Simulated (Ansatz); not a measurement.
GaP (F-43m): refractive index against wavelength

The refractive index of GaP (F-43m) below the direct gap (1.83 eV on the mesh) is read from one computed spectrum, n = √(Re ε).

Cell: a, b, c = 3.854, 3.854, 3.854 Å (primitive vectors), 2 atoms.

Method: Ansatz 0.2.0, PBE, independent particles, k-mesh 10×10×10 with interpolation inside its cells, Gaussian parameter 0.15 eV.

Launch of the response step: `ansatz run input.yaml --threads 4 --pin off --max-ram 8192MiB --backend cpu --events-out ev --progress --plain --runs-dir out`. The run took 5 s, on 4 threads of Arm Neoverse V2 (shared host).

| wavelength (nm) | photon energy E (eV) | n |
| --- | --- | --- |
| 3000 | 0.413 | 3.3168 |
| 2000 | 0.620 | 3.3368 |
| 1550 | 0.800 | ? |
| 1310 | 0.946 | 3.3877 |
| 1064 | 1.165 | 3.4377 |

In the single-oscillator model n² − 1 = E₀E_d/(E₀² − E²), so 1/(n² − 1) = E₀/E_d − E²/(E₀E_d) is linear in E².

Working, on the rows shown:

| x = E² (eV²) | y = 1/(n² − 1) |
| --- | --- |
| 0.170801 | 0.0999884 |
| 0.384302 | 0.0986754 |
| 0.895757 | 0.0954516 |
| 1.35784 | 0.0924404 |

Means: x̄ = 0.70218, ȳ = 0.096639. Σ(x − x̄)(y − ȳ) = -0.00541, Σ(x − x̄)² = 0.8508. Slope = -0.00541 / 0.8508 = -0.006359; intercept = ȳ − slope · x̄ = 0.1011. Turned back into n, the line misses the rows shown by at most 0.00071.

**Question.** Fill in the last column of the withheld row.

**Answer.** At x = 0.63984 the line gives y = 0.097035, that is 3.3624. The run gave 3.3617, so the interpolation is off by 0.00067, 0.6 % of the range in the table.

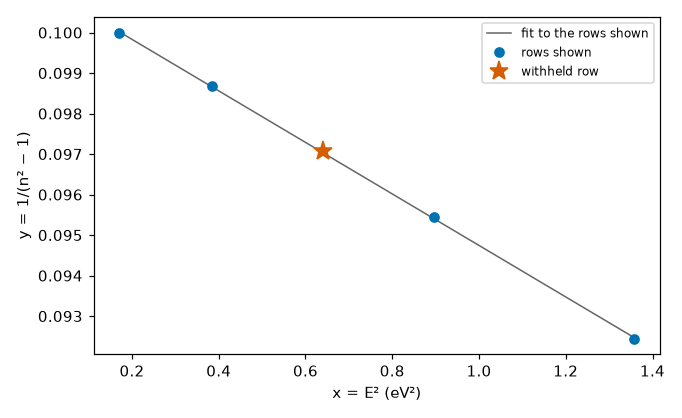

Refitted with all rows, the slope is -0.006361 and the intercept 0.10111. These give E₀ = √(intercept/−slope) = 3.99 eV and E_d = E₀/intercept = 39.4 eV; E₀ is 2.2 times the direct gap. The electronic limit at long wavelengths, without lattice vibrations, is n = √(1 + 1/intercept) = 3.300. Excitons are left out and so are local fields; PBE gaps are as a rule too small. Spin-orbit coupling is left out.
